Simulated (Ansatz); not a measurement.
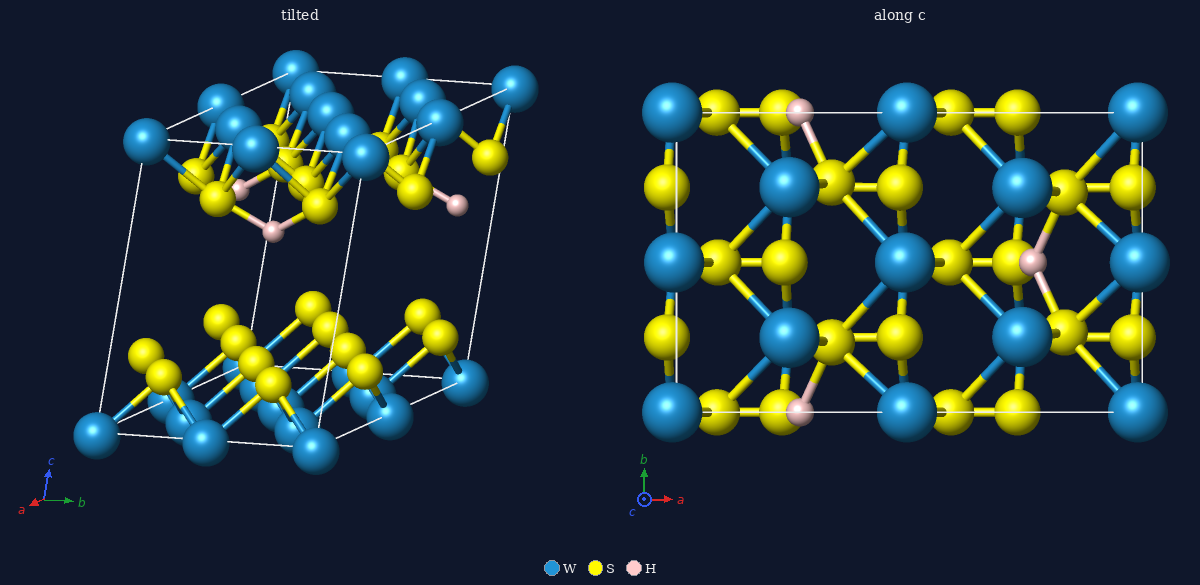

The crystal in a ball-and-stick representation, seen slightly off an axis and along the c axis. One conventional unit cell is framed, with atoms on its boundary repeated. Cell: a = 11.043 Å, b = 6.375 Å, c = 8.332 Å, α = 90.00°, β = 116.22°, γ = 90.00°.

State composition, symmetry and coordination.

- Its composition is HW₄S₈.
- Its lattice is base-centred monoclinic, its space group Cm (No. 8).
- Cell content 2 H, 8 W, 16 S; Z = 2.
- About every W there are six S in a trigonal prismatic arrangement at about 2.4 to 2.5 Å. H is coordinated by two S in a bent arrangement at about 1.8 Å. Not all metal-metal contacts are counted.
- Counting contacts within bonding distance, the coordination numbers are S 3 to 4 (mean 3.2). Not all metal-metal contacts are counted.
- The bonds build HW4S8 layers parallel to (001).

The structure comes from a structure listed in the Materials Project, repeated into a supercell with a point defect put in. The atoms were relaxed in a fixed cell with DFT PBE, scalar-relativistic, plane waves, PAW (Ansatz).
